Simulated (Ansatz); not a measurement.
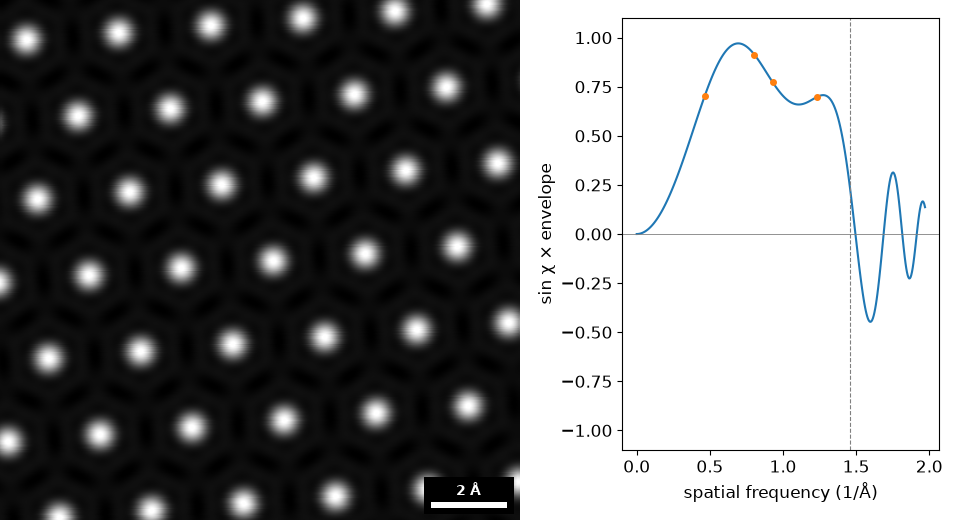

HRTEM-like image of Al (Fd-3m, No. 227) along [111]. Simulated in the weak-phase-object approximation with neutral-atom potentials: 300 kV, Cs = −15 µm, defocus +65 Å (negative is underfocus), defocus spread 8 Å, aperture 1.46 1/Å. A slight drift was added. Structure used: coordinates from a relaxation with DFT, revPBE, plane waves (420 eV) with PAW, scalar-relativistic (Ansatz); the starting structure was generated, so it need not be a known form of this composition.

The plot gives the contrast transfer function, the aperture (dashed) and the crystal's spatial frequencies that carry visible contrast (dots).

Do the atom columns appear dark or bright, and why?

Bright. With negative Cs and overfocus sin χ is positive over the pass band, so the strongest columns (Al) come out brighter than the background.

What point resolution do these settings give, and which lattice spacings pass?

About 0.7 Å (0.66 |Cs|^(1/4) λ^(3/4) with λ = 0.0197 Å). The spacings that carry visible contrast are {220} at 2.15 Å, {422} at 1.24 Å, {440} at 1.08 Å, {642} at 0.81 Å.
